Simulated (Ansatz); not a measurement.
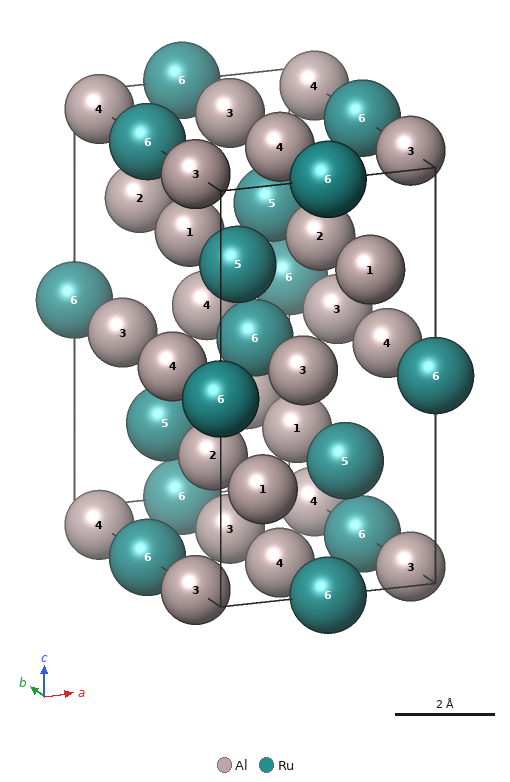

Figure 1. The structure (spheres-only view of the cell 4 times as large as that of the calculation, set on its symmetry axes, seen slightly off an axis; atoms are numbered from 1 in the order of the input). An atom can appear more than once, as a periodic image.

Run report: Al2Ru, phonon calculation (part 1 of 2)

- system: Al2Ru (Fddd, 6 atoms in the cell)
- method: DFT r2SCAN, scalar-relativistic, plane waves, PAW (Ansatz 0.2.0)

The structure derives from a Materials Project entry. The run did not end well. It belongs to a series of runs on one base structure; here: zone-centre modes of this cell by finite displacements. Figures and captions count atoms from 1; the log counts them from 0 in places.

**The input**
```yaml
crystal:
  lattice:
    - [0.0, 3.9895070001, 4.3914546631]
    - [2.3533615954, 0.0, 4.3914546631]
    - [2.3533615954, 3.9895070001, 0.0]
  atoms:
    - { symbol: Al, position: [0.0790459565, 0.4209540435, 0.0790459565] }
    - { symbol: Al, position: [0.4209540435, 0.0790459565, 0.4209540435] }
    - { symbol: Al, position: [0.1709540435, 0.8290459565, 0.1709540435] }
    - { symbol: Al, position: [0.8290459565, 0.1709540435, 0.8290459565] }
    - { symbol: Ru, position: [0.75, 0.75, 0.75] }
    - { symbol: Ru, position: [0.5, 0.5, 0.5] }
basis:
  ecutwfc: 500
kpoints:
  mp_grid: { grid: [10, 10, 10] }
hamiltonian:
  xc: r2scan
scf:
  occupations: { method: gaussian, width: 0.03 }
output:
  eigenvalues: true
phonons:
  method: fd
  supercell: [1, 1, 1]
  amplitude: 0.02
  eigenvectors: true
  dielectric: false
```

Run on 2 threads of Intel Xeon (Granite Rapids), 144 GiB of memory available, shared host.

Launched with:
```bash
ansatz run input.yaml --threads 2 --pin off --max-ram 5120MiB --backend cpu --events-out ev --progress --plain --runs-dir out
```

**Output**
```
Engine: ansatz 0.2.0, x86_64-unknown-linux-gnu
Pseudopotentials: kind: paw
Pseudopotential: Al, paw, valence charge 3, recommended cutoff 500 eV (meta_gga), Al.paw.azcp
Pseudopotential: Ru, paw, valence charge 16, recommended cutoff 500 eV (meta_gga), Ru.paw.azcp
Functional definition: r2SCAN
  parameter k0 = 0.174
  parameter k1 = 0.065
  parameter a1 = 4.9479
  exchange = r2scan_x(k0 = k0, k1 = k1, a1 = a1)
  correlation = r2scan_c
Crystal: 6 atoms, lattice volume = 82.461 Å³
Basis set: ecut = 500 eV, 2075 PW (Γ), exchange–correlation on 225×200×180 points (125 copies of the dense FFT grid, shifted against one another)
Bands: 28, of which v1, the nominal top of the filled ones, is band 22 counted from 1 (21 counted from 0)
Symmetry: 8 space group operations
k-points: 171 of 1000
Non-local potential: Al, projectors of the file, l = 0: 2, l = 1: 2, l = 2: 1
Non-local potential: Ru, projectors of the file, l = 0: 3, l = 1: 2, l = 2: 2, l = 3: 1
PAW form: soft (Blöchl's): semilocal exchange-correlation on the pseudo side does not see the compensation charge
PAW frozen core: Al, regenerated for the run's functional (the file was generated under x = pbe(κ = 0.804, μ = 0.2195149727645171), c = pbe(β = 0.06672455060314922))
PAW frozen core: Ru, regenerated for the run's functional (the file was generated under x = pbe(κ = 0.804, μ = 0.2195149727645171), c = pbe(β = 0.06672455060314922))
PAW one-centre angular grid: Al, 302 points (default); XC on 160 Gauss nodes
PAW one-centre angular grid: Ru, 590 points (default); XC on 160 Gauss nodes
Initial density: superposition of atomic densities (neutral atoms: chi_scale 0, normalization atom), corrected by the library's trained network
Initial wavefunctions: pseudopotential atomic-orbital guess
Functional: x = r2scan, c = r2scan; τ floored in thin density (d = 2e-4 eV/Å³)
SCF iter   1: F=—  HF=-13947.618365 eV  |F-HF|=—  |Δ(HF+E_count)|=         —  Δρ=6.37e-3  dr2=2.73e-2  dr2_τ=5.20e-2  ethr=1.77e-3  ⟨swp⟩=7.2  Hψ=23239  notcnv=0
preconditioner: auto → none  [insulator: Δε(μ)=0.149 eV  Ē_g=6.942 eV  σ=0.030 eV  W_gap=1.00  n_scr=16 (ndim 8)  ℏωp=21.6 eV  f_vac=0.000  D(μ)=0.00/eV (n_scr^D=0)  ε∞_Penn≈10.7]
SCF iter   2: F=—  HF=-13947.670400 eV  |F-HF|=—  |Δ(HF+E_count)|=   5.20e-2  Δρ=4.64e-3  dr2=1.72e-2  dr2_τ=1.29e-3  ethr=6.21e-5  ⟨swp⟩=2.0  Hψ=9332  notcnv=0  defer=246
SCF iter   3: F=—  HF=-13947.674184 eV  |F-HF|=—  |Δ(HF+E_count)|=   3.78e-3  Δρ=5.02e-3  dr2=3.65e-2  dr2_τ=2.99e-3  ethr=3.91e-5  ⟨swp⟩=2.0  Hψ=8667  notcnv=0  defer=246
SCF iter   4: F=—  HF=-13947.668248 eV  |F-HF|=—  |Δ(HF+E_count)|=   5.94e-3  Δρ=5.29e-4  dr2=1.59e-4  dr2_τ=8.80e-6  ethr=3.91e-5  ⟨swp⟩=2.0  Hψ=7313  notcnv=0  defer=246
SCF iter   5: F=—  HF=-13947.668257 eV  |F-HF|=—  |Δ(HF+E_count)|=   8.86e-6  Δρ=2.17e-4  dr2=1.90e-5  dr2_τ=1.56e-6  ethr=3.61e-7  ⟨swp⟩=2.6  Hψ=8126  notcnv=0  defer=246
SCF iter   6: F=—  HF=-13947.668271 eV  |F-HF|=—  |Δ(HF+E_count)|=   1.44e-5  Δρ=3.10e-5  dr2=3.35e-7  dr2_τ=2.22e-8  ethr=4.31e-8  ⟨swp⟩=2.0  Hψ=6882  notcnv=0  defer=246
SCF iter   7: F=—  HF=-13947.668270 eV  |F-HF|=—  |Δ(HF+E_count)|=   7.90e-7  Δρ=3.94e-6  dr2=4.66e-9  dr2_τ=8.99e-10  ethr=7.61e-10  ⟨swp⟩=2.0  Hψ=7080  notcnv=0  defer=246
SCF iter   8: F=-13947.668270 eV  HF=-13947.668270 eV  |F-HF|=5.64e-11  |Δ(HF+E_count)|=   5.94e-9  Δρ=8.78e-7  dr2=3.80e-10  dr2_τ=2.99e-11  ethr=2.27e-12  ⟨swp⟩=8.5  Hψ=20391  notcnv=0
SCF 1 converged in 8 iterations: F = -13947.668270 eV  dr2 = 3.80e-10
  greatest PAW one-centre occupation: 0.997 electrons in one spin orbital (limit 2), on the Ru atom at site 5 (counted from 0), in its partial waves of l = 1
WARN: the harmonic batch is taken at displacements of 0.01 Å and a dr2 threshold of 1.0e-9 eV from here on, in place of the typed 0.02 Å and 1.0e-9 eV, a step that its levels, its solves or its constants may not bear out (scf.occupations.method, Limitations)
SCF iter   1: F=—  HF=-13947.618365 eV  |F-HF|=—  |Δ(HF+E_count)|=         —  Δρ=6.37e-3  dr2=2.73e-2  dr2_τ=5.20e-2  ethr=1.77e-3  ⟨swp⟩=7.2  Hψ=23239  notcnv=0
SCF iter   2: F=—  HF=-13947.670400 eV  |F-HF|=—  |Δ(HF+E_count)|=   5.20e-2  Δρ=4.64e-3  dr2=1.72e-2  dr2_τ=1.29e-3  ethr=6.21e-5  ⟨swp⟩=2.0  Hψ=9332  notcnv=0  defer=246
SCF iter   3: F=—  HF=-13947.674184 eV  |F-HF|=—  |Δ(HF+E_count)|=   3.78e-3  Δρ=5.02e-3  dr2=3.65e-2  dr2_τ=2.99e-3  ethr=3.91e-5  ⟨swp⟩=2.0  Hψ=8667  notcnv=0  defer=246
SCF iter   4: F=—  HF=-13947.668248 eV  |F-HF|=—  |Δ(HF+E_count)|=   5.94e-3  Δρ=5.29e-4  dr2=1.59e-4  dr2_τ=8.80e-6  ethr=3.91e-5  ⟨swp⟩=2.0  Hψ=7313  notcnv=0  defer=246
SCF iter   5: F=—  HF=-13947.668257 eV  |F-HF|=—  |Δ(HF+E_count)|=   8.86e-6  Δρ=2.17e-4  dr2=1.90e-5  dr2_τ=1.56e-6  ethr=3.61e-7  ⟨swp⟩=2.6  Hψ=8126  notcnv=0  defer=246
SCF iter   6: F=—  HF=-13947.668271 eV  |F-HF|=—  |Δ(HF+E_count)|=   1.44e-5  Δρ=3.10e-5  dr2=3.35e-7  dr2_τ=2.22e-8  ethr=4.31e-8  ⟨swp⟩=2.0  Hψ=6882  notcnv=0  defer=246
SCF iter   7: F=—  HF=-13947.668270 eV  |F-HF|=—  |Δ(HF+E_count)|=   7.90e-7  Δρ=3.94e-6  dr2=4.66e-9  dr2_τ=8.99e-10  ethr=7.61e-10  ⟨swp⟩=2.0  Hψ=7080  notcnv=0  defer=246
SCF iter   8: F=-13947.668270 eV  HF=-13947.668270 eV  |F-HF|=5.64e-11  |Δ(HF+E_count)|=   5.94e-9  Δρ=8.78e-7  dr2=3.80e-10  dr2_τ=2.99e-11  ethr=2.27e-12  ⟨swp⟩=8.5  Hψ=20391  notcnv=0
SCF 2 converged in 8 iterations: F = -13947.668270 eV  dr2 = 3.80e-10
Initial density: handed on by an earlier stage of this run
Initial wavefunctions: those handed on with the density
iter 1 solved again at ethr=1.00e-12 eV; its pass at ethr=3.10e-3 eV (dr2=3.79e-10 eV) is discarded
SCF iter   1: F=—  HF=-13947.668270 eV  |F-HF|=—  |Δ(HF+E_count)|=         —  Δρ=8.78e-7  dr2=3.80e-10  dr2_τ=2.99e-11  ethr=1.00e-12  ⟨swp⟩=2.5  Hψ=24373  notcnv=0
preconditioner: auto → none  [insulator: Δε(μ)=0.176 eV  Ē_g=6.931 eV  σ=0.030 eV  W_gap=1.00  n_scr=16 (ndim 8)  ℏωp=21.6 eV  f_vac=0.000  D(μ)=0.00/eV (n_scr^D=0)  ε∞_Penn≈10.7]
SCF iter   2: F=-13947.668270 eV  HF=-13947.668270 eV  |F-HF|=2.98e-10  |Δ(HF+E_count)|=  1.84e-10  Δρ=6.55e-7  dr2=4.44e-10  dr2_τ=4.72e-11  ethr=1.00e-12  ⟨swp⟩=4.0  Hψ=14357  notcnv=0
SCF 3 converged in 2 iterations: F = -13947.668270 eV  dr2 = 4.44e-10
Symmetry: 1 space group operations
k-points: 504 of 1000 (time reversal used)
Initial wavefunctions: pseudopotential atomic-orbital guess (no wavefunctions were taken with the density)
iter 1 solved again at ethr=1.45e-6 eV; its pass at ethr=3.10e-3 eV (dr2=6.38e-4 eV) is discarded
SCF iter   1: F=—  HF=-13947.667743 eV  |F-HF|=—  |Δ(HF+E_count)|=         —  Δρ=5.54e-4  dr2=5.69e-4  dr2_τ=1.71e-5  ethr=1.45e-6  ⟨swp⟩=2.0  Hψ=97924  notcnv=0
SCF iter   2: F=—  HF=-13947.667587 eV  |F-HF|=—  |Δ(HF+E_count)|=   1.55e-4  Δρ=2.36e-4  dr2=4.44e-5  dr2_τ=1.01e-5  ethr=1.29e-6  ⟨swp⟩=2.0  Hψ=21139  notcnv=0
SCF iter   3: F=—  HF=-13947.667580 eV  |F-HF|=—  |Δ(HF+E_count)|=   7.61e-6  Δρ=1.22e-4  dr2=1.55e-5  dr2_τ=1.10e-6  ethr=1.01e-7  ⟨swp⟩=2.0  Hψ=20697  notcnv=0
SCF iter   4: F=—  HF=-13947.667590 eV  |F-HF|=—  |Δ(HF+E_count)|=   9.92e-6  Δρ=2.56e-4  dr2=1.11e-4  dr2_τ=7.21e-6  ethr=3.52e-8  ⟨swp⟩=2.2  Hψ=21466  notcnv=0  recentre
SCF iter   5: F=—  HF=-13947.667579 eV  |F-HF|=—  |Δ(HF+E_count)|=   1.09e-5  Δρ=3.93e-5  dr2=9.52e-7  dr2_τ=5.96e-8  ethr=3.52e-8  ⟨swp⟩=2.0  Hψ=19618  notcnv=0
SCF iter   6: F=—  HF=-13947.667579 eV  |F-HF|=—  |Δ(HF+E_count)|=   1.38e-7  Δρ=1.79e-5  dr2=2.23e-7  dr2_τ=2.52e-8  ethr=2.16e-9  ⟨swp⟩=2.7  Hψ=23968  notcnv=0
SCF iter   7: F=—  HF=-13947.667579 eV  |F-HF|=—  |Δ(HF+E_count)|=  5.86e-10  Δρ=8.71e-6  dr2=3.09e-8  dr2_τ=3.38e-9  ethr=5.07e-10  ⟨swp⟩=2.0  Hψ=18636  notcnv=0
SCF iter   8: F=—  HF=-13947.667579 eV  |F-HF|=—  |Δ(HF+E_count)|=   5.84e-9  Δρ=1.84e-6  dr2=1.24e-9  dr2_τ=8.84e-11  ethr=7.03e-11  ⟨swp⟩=2.3  Hψ=24575  notcnv=0
SCF iter   9: F=-13947.667579 eV  HF=-13947.667579 eV  |F-HF|=5.46e-11  |Δ(HF+E_count)|=  5.82e-10  Δρ=4.40e-7  dr2=6.46e-11  dr2_τ=6.54e-12  ethr=1.00e-12  ⟨swp⟩=3.0  Hψ=61528  notcnv=0
SCF 4 converged in 9 iterations: F = -13947.667579 eV  dr2 = 6.46e-11
iter 1 solved again at ethr=1.46e-6 eV; its pass at ethr=3.10e-3 eV (dr2=6.41e-4 eV) is discarded
SCF iter   1: F=—  HF=-13947.667742 eV  |F-HF|=—  |Δ(HF+E_count)|=         —  Δρ=5.54e-4  dr2=5.71e-4  dr2_τ=1.72e-5  ethr=1.46e-6  ⟨swp⟩=2.0  Hψ=97929  notcnv=0
SCF iter   2: F=—  HF=-13947.667587 eV  |F-HF|=—  |Δ(HF+E_count)|=   1.56e-4  Δρ=2.37e-4  dr2=4.46e-5  dr2_τ=1.02e-5  ethr=1.30e-6  ⟨swp⟩=2.0  Hψ=21138  notcnv=0
SCF iter   3: F=—  HF=-13947.667579 eV  |F-HF|=—  |Δ(HF+E_count)|=   7.67e-6  Δρ=1.22e-4  dr2=1.56e-5  dr2_τ=1.10e-6  ethr=1.01e-7  ⟨swp⟩=2.0  Hψ=20710  notcnv=0
SCF iter   4: F=—  HF=-13947.667588 eV  |F-HF|=—  |Δ(HF+E_count)|=   9.22e-6  Δρ=2.57e-4  dr2=1.12e-4  dr2_τ=7.25e-6  ethr=3.54e-8  ⟨swp⟩=2.2  Hψ=21520  notcnv=0  recentre
SCF iter   5: F=—  HF=-13947.667577 eV  |F-HF|=—  |Δ(HF+E_count)|=   1.09e-5  Δρ=3.91e-5  dr2=9.46e-7  dr2_τ=5.91e-8  ethr=3.54e-8  ⟨swp⟩=2.0  Hψ=19629  notcnv=0
SCF iter   6: F=—  HF=-13947.667578 eV  |F-HF|=—  |Δ(HF+E_count)|=   3.40e-7  Δρ=1.79e-5  dr2=2.22e-7  dr2_τ=2.50e-8  ethr=2.15e-9  ⟨swp⟩=2.7  Hψ=23940  notcnv=0
SCF iter   7: F=—  HF=-13947.667578 eV  |F-HF|=—  |Δ(HF+E_count)|=  7.28e-10  Δρ=8.69e-6  dr2=3.11e-8  dr2_τ=3.41e-9  ethr=5.04e-10  ⟨swp⟩=2.0  Hψ=18724  notcnv=0
SCF iter   8: F=—  HF=-13947.667578 eV  |F-HF|=—  |Δ(HF+E_count)|=   5.68e-9  Δρ=1.84e-6  dr2=1.26e-9  dr2_τ=8.76e-11  ethr=7.07e-11  ⟨swp⟩=2.3  Hψ=24507  notcnv=0
SCF iter   9: F=-13947.667578 eV  HF=-13947.667578 eV  |F-HF|=4.91e-11  |Δ(HF+E_count)|=  5.77e-10  Δρ=4.41e-7  dr2=6.48e-11  dr2_τ=6.52e-12  ethr=1.00e-12  ⟨swp⟩=3.0  Hψ=61535  notcnv=0
SCF 5 converged in 9 iterations: F = -13947.667578 eV  dr2 = 6.48e-11
iter 1 solved again at ethr=6.02e-7 eV; its pass at ethr=3.10e-3 eV (dr2=2.65e-4 eV) is discarded
SCF iter   1: F=—  HF=-13947.667800 eV  |F-HF|=—  |Δ(HF+E_count)|=         —  Δρ=3.44e-4  dr2=1.97e-4  dr2_τ=4.98e-6  ethr=6.02e-7  ⟨swp⟩=2.8  Hψ=99111  notcnv=0
preconditioner: auto → none  [insulator: Δε(μ)=0.175 eV  Ē_g=6.932 eV  σ=0.030 eV  W_gap=1.00  n_scr=16 (ndim 8)  ℏωp=21.6 eV  f_vac=0.000  D(μ)=0.00/eV (n_scr^D=0)  ε∞_Penn≈10.7]
SCF iter   2: F=—  HF=-13947.667741 eV  |F-HF|=—  |Δ(HF+E_count)|=   5.89e-5  Δρ=1.09e-4  dr2=6.02e-6  dr2_τ=2.27e-6  ethr=4.47e-7  ⟨swp⟩=2.0  Hψ=21140  notcnv=0
SCF iter   3: F=—  HF=-13947.667741 eV  |F-HF|=—  |Δ(HF+E_count)|=   7.28e-7  Δρ=5.01e-5  dr2=1.64e-6  dr2_τ=1.38e-7  ethr=1.37e-8  ⟨swp⟩=2.4  Hψ=22129  notcnv=0
SCF iter   4: F=—  HF=-13947.667743 eV  |F-HF|=—  |Δ(HF+E_count)|=   1.68e-6  Δρ=1.12e-4  dr2=2.12e-5  dr2_τ=1.26e-6  ethr=3.73e-9  ⟨swp⟩=2.8  Hψ=27138  notcnv=0  recentre
SCF iter   5: F=—  HF=-13947.667741 eV  |F-HF|=—  |Δ(HF+E_count)|=   2.05e-6  Δρ=2.41e-5  dr2=4.78e-7  dr2_τ=2.14e-8  ethr=3.73e-9  ⟨swp⟩=2.2  Hψ=22606  notcnv=0
SCF iter   6: F=—  HF=-13947.667741 eV  |F-HF|=—  |Δ(HF+E_count)|=   6.57e-8  Δρ=6.26e-6  dr2=1.89e-8  dr2_τ=1.64e-9  ethr=1.09e-9  ⟨swp⟩=1.2  Hψ=14751  notcnv=0
SCF iter   7: F=—  HF=-13947.667741 eV  |F-HF|=—  |Δ(HF+E_count)|=   9.17e-9  Δρ=3.32e-6  dr2=1.19e-8  dr2_τ=1.29e-9  ethr=4.29e-11  ⟨swp⟩=2.2  Hψ=21772  notcnv=0
SCF iter   8: F=—  HF=-13947.667741 eV  |F-HF|=—  |Δ(HF+E_count)|=   1.10e-9  Δρ=7.92e-7  dr2=2.74e-10  dr2_τ=3.30e-11  ethr=2.70e-11  ⟨swp⟩=2.1  Hψ=18574  notcnv=0
SCF iter   9: F=-13947.667741 eV  HF=-13947.667741 eV  |F-HF|=1.46e-11  |Δ(HF+E_count)|=  9.64e-11  Δρ=2.72e-7  dr2=2.40e-11  dr2_τ=2.67e-12  ethr=1.00e-12  ⟨swp⟩=4.0  Hψ=49392  notcnv=0
SCF 6 converged in 9 iterations: F = -13947.667741 eV  dr2 = 2.40e-11
iter 1 solved again at ethr=6.02e-7 eV; its pass at ethr=3.10e-3 eV (dr2=2.65e-4 eV) is discarded
SCF iter   1: F=—  HF=-13947.667799 eV  |F-HF|=—  |Δ(HF+E_count)|=         —  Δρ=3.44e-4  dr2=1.97e-4  dr2_τ=4.98e-6  ethr=6.02e-7  ⟨swp⟩=2.8  Hψ=99152  notcnv=0
SCF iter   2: F=—  HF=-13947.667741 eV  |F-HF|=—  |Δ(HF+E_count)|=   5.88e-5  Δρ=1.09e-4  dr2=6.02e-6  dr2_τ=2.27e-6  ethr=4.47e-7  ⟨swp⟩=2.0  Hψ=21141  notcnv=0
SCF iter   3: F=—  HF=-13947.667741 eV  |F-HF|=—  |Δ(HF+E_count)|=   5.75e-7  Δρ=5.01e-5  dr2=1.64e-6  dr2_τ=1.38e-7  ethr=1.37e-8  ⟨swp⟩=2.4  Hψ=22122  notcnv=0
SCF iter   4: F=—  HF=-13947.667743 eV  |F-HF|=—  |Δ(HF+E_count)|=   1.83e-6  Δρ=1.12e-4  dr2=2.13e-5  dr2_τ=1.26e-6  ethr=3.73e-9  ⟨swp⟩=2.8  Hψ=27144  notcnv=0  recentre
SCF iter   5: F=—  HF=-13947.667741 eV  |F-HF|=—  |Δ(HF+E_count)|=   2.05e-6  Δρ=2.41e-5  dr2=4.77e-7  dr2_τ=2.13e-8  ethr=3.73e-9  ⟨swp⟩=2.2  Hψ=22565  notcnv=0
SCF iter   6: F=—  HF=-13947.667741 eV  |F-HF|=—  |Δ(HF+E_count)|=   6.58e-8  Δρ=6.26e-6  dr2=1.90e-8  dr2_τ=1.65e-9  ethr=1.08e-9  ⟨swp⟩=1.3  Hψ=14779  notcnv=0
SCF iter   7: F=—  HF=-13947.667741 eV  |F-HF|=—  |Δ(HF+E_count)|=   9.15e-9  Δρ=3.32e-6  dr2=1.19e-8  dr2_τ=1.29e-9  ethr=4.32e-11  ⟨swp⟩=2.2  Hψ=21883  notcnv=0
SCF iter   8: F=—  HF=-13947.667741 eV  |F-HF|=—  |Δ(HF+E_count)|=   1.10e-9  Δρ=7.91e-7  dr2=2.73e-10  dr2_τ=3.28e-11  ethr=2.70e-11  ⟨swp⟩=2.1  Hψ=18524  notcnv=0
SCF iter   9: F=-13947.667741 eV  HF=-13947.667741 eV  |F-HF|=2.00e-11  |Δ(HF+E_count)|=  8.91e-11  Δρ=2.72e-7  dr2=2.39e-11  dr2_τ=2.66e-12  ethr=1.00e-12  ⟨swp⟩=4.0  Hψ=49392  notcnv=0
SCF 7 converged in 9 iterations: F = -13947.667741 eV  dr2 = 2.39e-11
iter 1 solved again at ethr=5.23e-7 eV; its pass at ethr=3.10e-3 eV (dr2=2.30e-4 eV) is discarded
```
